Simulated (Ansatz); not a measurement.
# A thicker film of CdS (10-10) from two thinner ones

In a field along its normal an insulating film takes a dipole p. Written as a length, p/(ε₀AE), it should grow by 1 − 1/ε for each ångström added.

**Method.** Ansatz 0.2.0, plane waves with PAW datasets (its set soft_2), PBE; wurtzite films relaxed at a bulk in-plane lattice constant near the measured one, then held in weak fields of both signs with a dipole correction (A is the cell's area, E the outer field).

| run | distance between the outer atoms (Å) | p/(ε₀AE) (Å) |
| --- | --- | --- |
| 3 units | 9.126 | 9.221 |
| 4 units | 12.784 | 12.300 |
| 6 units | 20.147 | ? |

**Question.** What value belongs in the row marked “?”, and how far can the other rows tell?

Two rows fix a line: slope = (12.300 − 9.221) / (12.784 − 9.126) = 0.8417, intercept 1.5397. That slope means ε = 1/(1 − 0.8417) = 6.32. At 20.147 it gives 0.8417 × 20.147 + 1.5397 = 18.497 Å, beyond the rows fitted. Rounding of the rows alone allows about ±0.005 Å there; two rows can't show whether the line holds.

The run itself gives 18.478 Å: a miss of −0.019 Å, or 0.1 % of the value. The length is met to within 1 %, though ε is more sensitive than the length: the two thickest films give ε = 6.21.

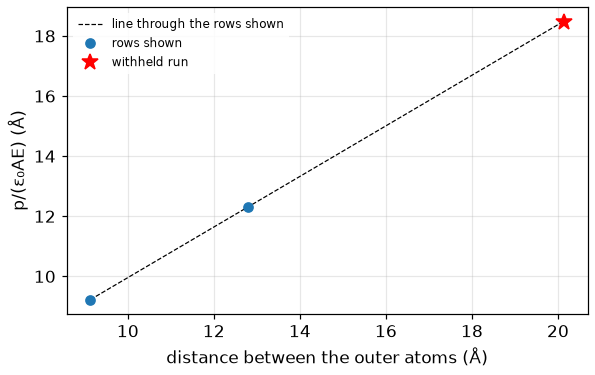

The fit and the withheld run.

**Limits.** This is the electronic response alone. A unit is one step of the cut along the normal (a plane, a pair of planes or a cell), and the layers relax along it, away from their bulk spacing where the functional's lattice constant differs from the one held.
